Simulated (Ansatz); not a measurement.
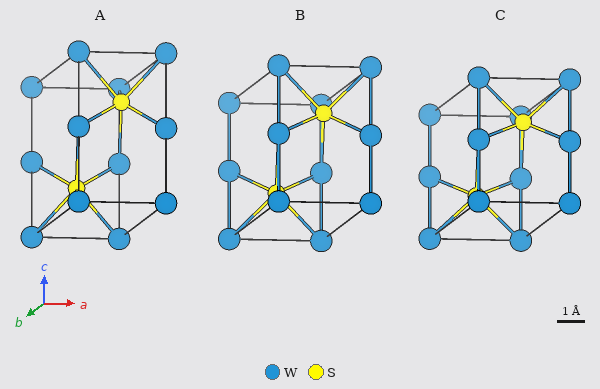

3 geometries from one relaxation of solid WS (built on the nickel arsenide type) (coarse preliminary run), in shuffled order. The picture is a ball-and-stick view of the cell of the calculation, seen from a free direction.

Level of theory: DFT PBE, scalar-relativistic, plane waves, PAW in Ansatz 0.2.0. (plane-wave cutoff 420 eV; k-point mesh 6 × 6 × 4; occupations gaussian; smearing width 0.1 eV; no spin polarisation; cell and atoms relaxed; force threshold 0.05 eV/Å; at most 80 steps)

> Order the frames from highest to lowest energy.

C, B, A. They are steps 0, 2, 9, at +485 meV per atom, +101 meV per atom relative to the last. No atom moves by more than 0.005 Å relative to the cell. The volume changes by +11.1 %, with a = b 3.399 → 3.256 Å (−4.2 %), c 5.268 → 6.377 Å (+21.0 %). Some distances before and after: W–W 2.634 → 3.188 Å, S–W 2.363 → 2.465 Å. Among the angles between lasting bonds that change: W–S–W 67.7° → 80.6°, W–S–W 92.0° → 82.7°, S–W–S 88.0° → 97.3°. The space group stays P6_3/mmc (No. 194). After 7 accepted moves (9 points after the start) the energy has fallen by 485 meV per atom. All forces vanish by symmetry, so only the cell relaxes. Pressure: 47.13 GPa at the start and 0.01 GPa at the end. At 2 points the geometry stayed and the basis and grid were re-selected for the new cell (energy shift of 4.6 meV per atom at most each time). The run took 16 s on 1 thread of Intel(R) Xeon(R) 6975P-C (Granite Rapids) (shared host), peak memory 0.36 GiB.
